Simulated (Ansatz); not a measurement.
Consider Zn$_{7}$Se$_{8}$ (cell charge −2, with a compensating background) (cell with a defect).

Input file:

```
crystal:
  lattice:
    - [0.0, 5.6332473971, -5.6332473971]
    - [5.6332473971, 5.6332473971, 0.0]
    - [5.6332473971, 0.0, -5.6332473971]
  atoms:
    - { symbol: Zn, position: [0.5, 0.5, 0.0] }
    - { symbol: Zn, position: [1.0, 0.5, 0.0] }
    - { symbol: Zn, position: [1.0, 0.0, 0.0] }
    - { symbol: Zn, position: [0.5, 0.5, 0.5] }
    - { symbol: Zn, position: [0.5, 0.0, 0.5] }
    - { symbol: Zn, position: [1.0, 0.5, 0.5] }
    - { symbol: Zn, position: [1.0, 0.0, 0.5] }
    - { symbol: Se, position: [0.375, 0.375, 0.375] }
    - { symbol: Se, position: [0.375, 0.875, 0.375] }
    - { symbol: Se, position: [0.875, 0.375, 0.375] }
    - { symbol: Se, position: [0.875, 0.875, 0.375] }
    - { symbol: Se, position: [0.375, 0.375, 0.875] }
    - { symbol: Se, position: [0.375, 0.875, 0.875] }
    - { symbol: Se, position: [0.875, 0.375, 0.875] }
    - { symbol: Se, position: [0.875, 0.875, 0.875] }
total_charge: -2
basis:
  ecutwfc: 420
  xc_grid: 2
kpoints:
  mp_grid: { grid: [2, 2, 2], shift: [0.0, 0.0, 0.0] }
hamiltonian:
  xc: pbesol
scf:
  occupations: { method: gaussian, width: 0.02 }
output:
  forces: true
  stress: false
  eigenvalues: true
  write_density: true
  write_potential: true
  elf: true
  volumetric_format: npy
relax:
  adjacent_minimum: "off"
  f_tol: 0.02
  max_steps: 60
```

Command:

```sh
ansatz run input.yaml --threads 4 --pin off --max-ram 10240MiB --backend cpu --events-out ev --progress --plain --runs-dir out
```

The fields are those of the relaxed geometry.

Computed with Ansatz, DFT PBEsol, scalar-relativistic, plane waves, PAW.

Question: What can the converged valence pseudo-density and electron localisation function tell about the bonding?

Answer: Zn–Se (2.41 Å): the density is about 0.5 e/Å³ at the midpoint; the ELF is about 0.60 at the midpoint.
Zn–Se (2.46 Å): ρ is about 0.47 e/Å³ halfway; the ELF is about 0.60 at the midpoint.
Zn–Se (2.53 Å): the density is about 0.41 e/Å³ at the midpoint; the ELF is about 0.60 at the midpoint.

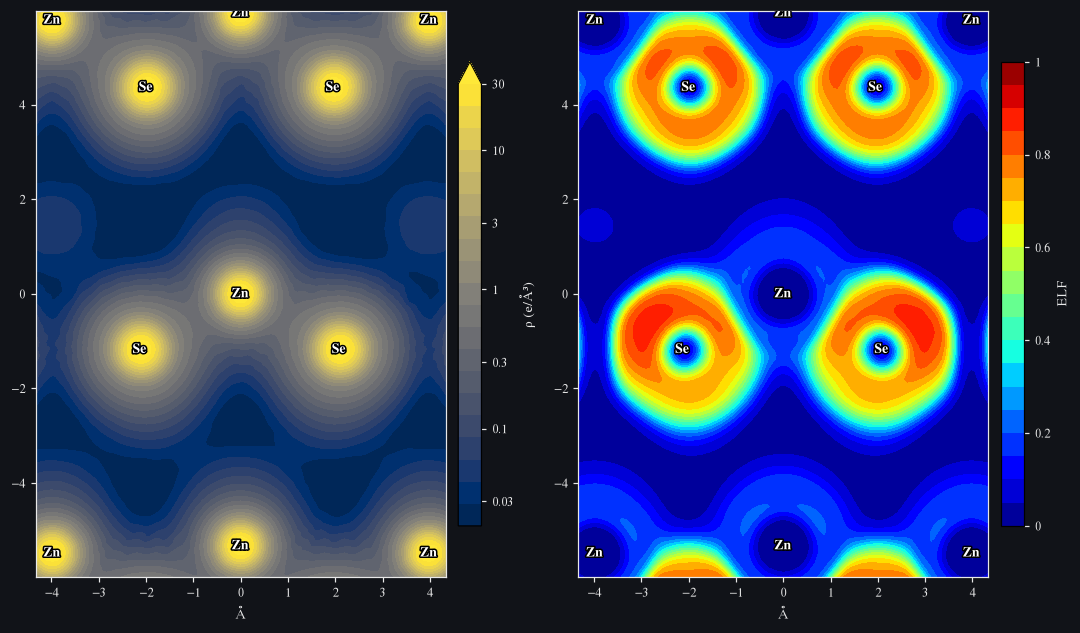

Computed valence pseudo-density and electron localisation function on the (011̄) plane of the calculation cell, in this order. 
